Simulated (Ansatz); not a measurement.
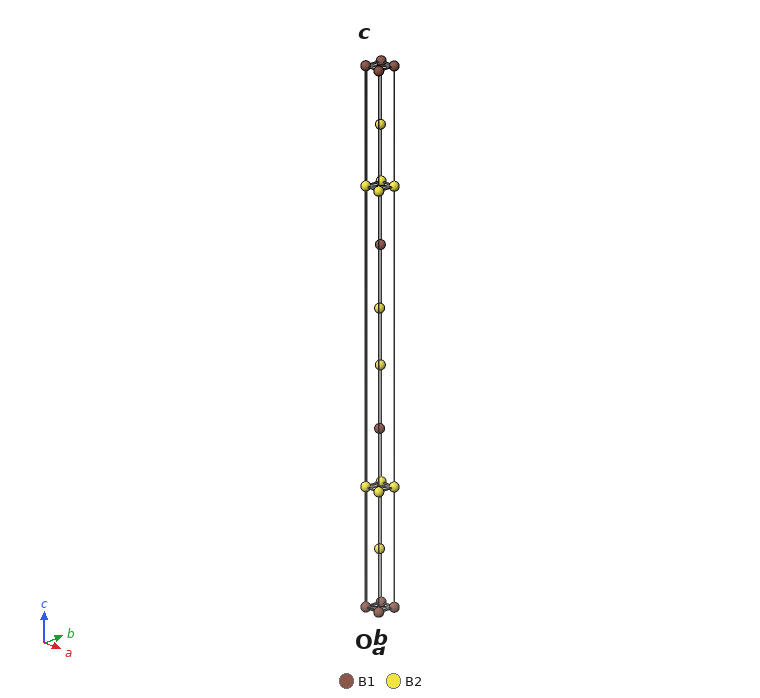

One unit cell; atoms that symmetry makes equivalent share a colour (atoms on faces, edges and corners are repeated). Crystal: B, the geometry relaxed with Ansatz 0.2.0, DFT r2SCAN, scalar-relativistic, plane waves, PAW; the starting structure was generated, so it need not be a known form of this composition. All values are computed from the atomic coordinates in the standard setting (tolerance 0.002 Å).

a = 1.705 Å, b = 1.705 Å, c = 33.159 Å, α = 90.00°, β = 90.00°, γ = 120.00°; space group R-3m (No. 166, hexagonal axes).

One atom of each site: B1 (0, 0, 0); B2 (1/3, 2/3, 0.889).

Question: Give the multiplicity, Wyckoff letter and site symmetry of each site.

Answer:
```json
{"site": "B1", "Wyckoff": "3a", "symmetry": "-3m"}
{"site": "B2", "Wyckoff": "6c", "symmetry": "3m"}
```

Question: How many free positional parameters does the structure have?

Answer: 1: B1 0, B2 1.
